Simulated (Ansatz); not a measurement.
**A Fermi-surface study of HfN (space group Fm-3m, No. 225)**

Input

```yaml
crystal:
  lattice:
    - [0.0, 2.256, 2.256]
    - [2.256, 0.0, 2.256]
    - [2.256, 2.256, 0.0]
  atoms:
    - { symbol: Hf, position: [0.0, 0.0, 0.0] }
    - { symbol: "N", position: [0.5, 0.5, 0.5] }
basis:
  ecutwfc: 420
kpoints:
  mp_grid: { grid: [16, 16, 16] }
hamiltonian:
  xc: pbe
scf:
  occupations: { method: gaussian, width: 0.05 }
output:
  forces: true
  eigenvalues: true
  eigenstates:
    nscf_kmesh: { grid: [34, 34, 34] }
    top_band: c6
    de_dk: true
    localisation: true
  stress: true
checkpoint:
  write: ck
  compress: false
  write_wavefunctions: false
  write_every: 100000
```

Launched as:

```sh
ansatz run input.yaml --threads 2 --pin off --max-ram 5120MiB --backend cpu --events-out ev --progress --plain --runs-dir out
```

These are results of DFT PBE, scalar-relativistic, plane waves, PAW; levels and slopes on a dense k mesh at the converged density in Ansatz 0.2.0, not measurements. No spin polarisation. The levels come from a k mesh of 34×34×34 points. Cell and positions as given, without relaxation (residual pressure 7 GPa).

Part 1: The sheets

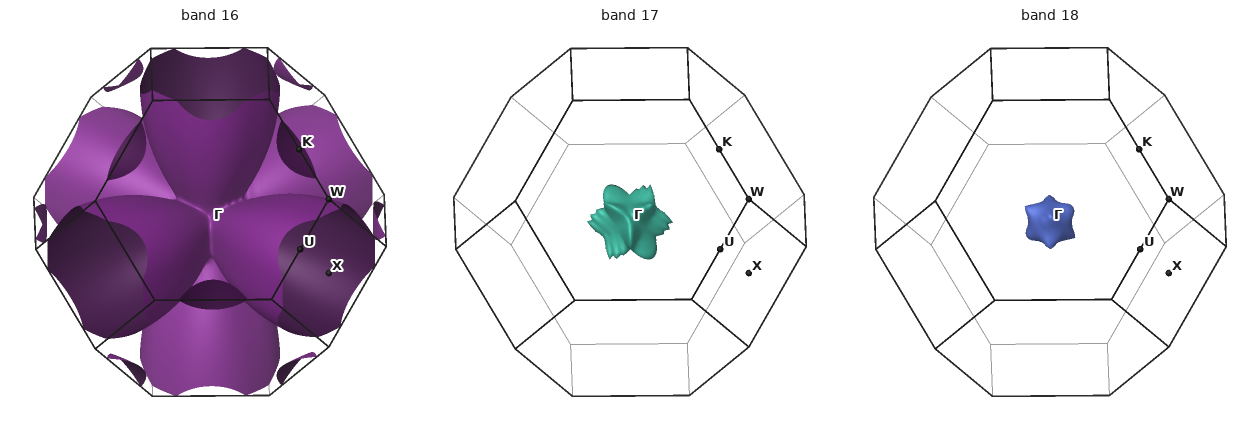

Computed Fermi surface of this crystal. Each panel holds one band. The brighter face of a sheet looks towards empty states.

Question: What does each sheet look like, and where are the electron and hole pockets?

Answer: Three bands cross the Fermi level; this is a three-dimensional metal.

Band 16: a multiply connected open sheet, with filled and empty regions both running through the repeated zones in all directions (the band is filled at Γ and X and empty at L).
Band 17: one electron pocket centred at Γ (0.60 % of the zone).
Band 18: one electron pocket centred at Γ (0.30 % of the zone).

Part 2: Speeds

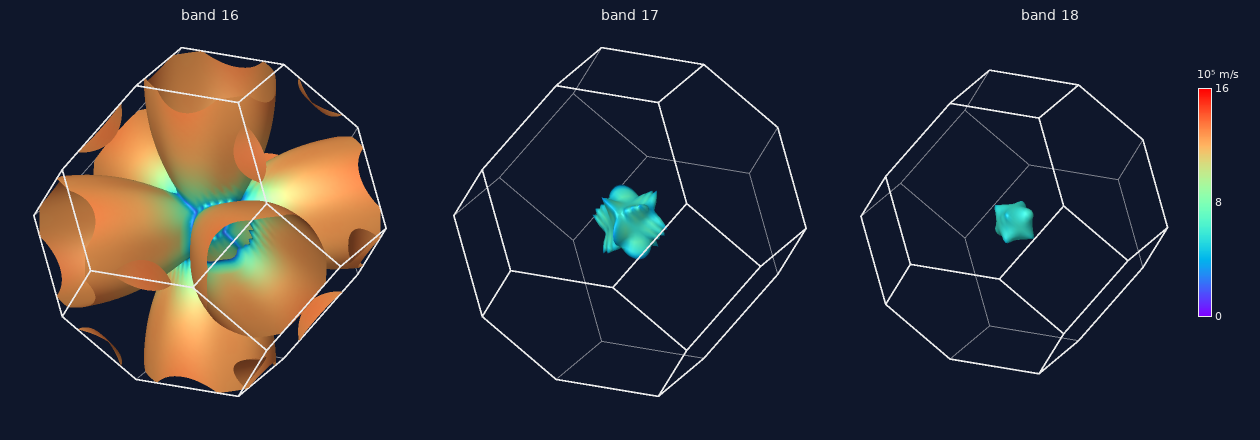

Fermi surface of this crystal, coloured by the Fermi speed.

Question: Give the range and mean of the Fermi speed for each band.

Answer: Band 16: 6.0 to 13 × 10⁵ m/s over most of the sheet, 11 × 10⁵ m/s on average over states. Band 17: 4.2 to 7.2 × 10⁵ m/s over most of the sheet, 5.7 × 10⁵ m/s on average over states. Band 18: 5.1 to 6.0 × 10⁵ m/s over most of the sheet, 5.8 × 10⁵ m/s on average over states.

Question: Which of these bands adds most to the density of states at the Fermi level?

Answer: Band 16, with 0.53 of 0.61 states/eV per cell.

Part 3: Cuts and bands

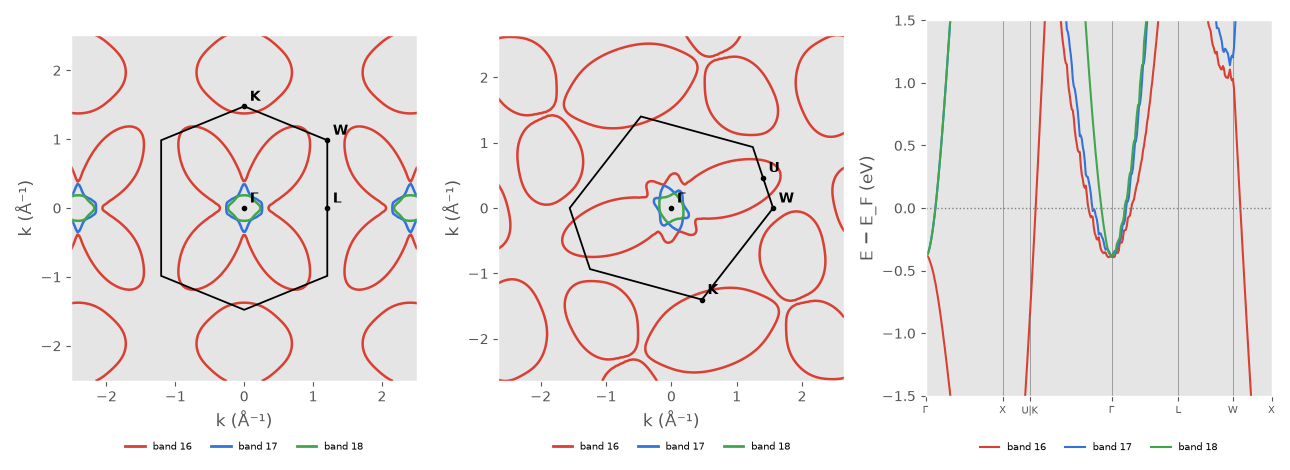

This crystal: cuts through the Fermi surface in the plane through Γ, L and W and the plane through Γ, W and U, and the bands that cross the Fermi level.

Question: For each band, read its level at the labelled points (eV from the Fermi level).

Answer:
| band | Γ | X | L |
| --- | --- | --- | --- |
| band 16 | −0.39 | below | above |
| band 17 | −0.39 | above | above |
| band 18 | −0.39 | above | above |

Negative values are filled states; "above" and "below" lie outside the plotted window.

Spin-orbit coupling is left out; with Hf it can split, shift or remove sheets. Necks and pockets thinner than about two mesh steps aren't resolved, so separate pockets may in truth be joined.

Time for the whole run: 7.2 s on 2 threads of Intel(R) Xeon(R) 6975P-C (Granite Rapids), with other jobs on the host, peak memory 0.53 GiB.
